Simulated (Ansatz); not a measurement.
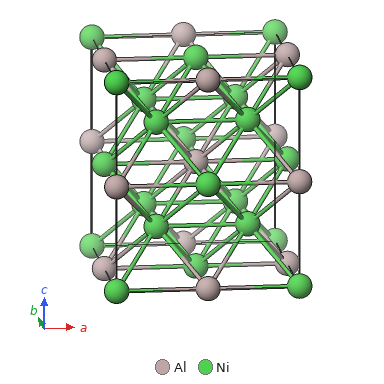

This ball-and-stick model is shown from a general direction. The conventional unit cell is drawn as a box.

AlNi$_{3}$, space group Fmmm (No. 69), a = 5.18 Å, b = 5.60 Å, c = 6.02 Å, α = 90.00°, β = 90.00°, γ = 90.00°.

Setup: DFT r2SCAN, scalar-relativistic, plane waves, PAW (Ansatz 0.2.0); a kinetic-energy cutoff of 500 eV, k-points about 0.14 Å⁻¹ apart, Gaussian smearing of 0.15 eV, no spin polarisation (a spin-restricted run, not always the ground state).

Predict the gap.

Answer. A metal: bands cross the Fermi level.

What is the pressure at this volume?

Answer. The computed pressure is 1.7 GPa (compressed: it would expand). The stress isn't hydrostatic: its largest component is 5.3 GPa.

The model was built from a structure listed in the Materials Project. The cell was then strained or its atoms displaced on purpose. An electronic-structure calculation with Ansatz was run on it.
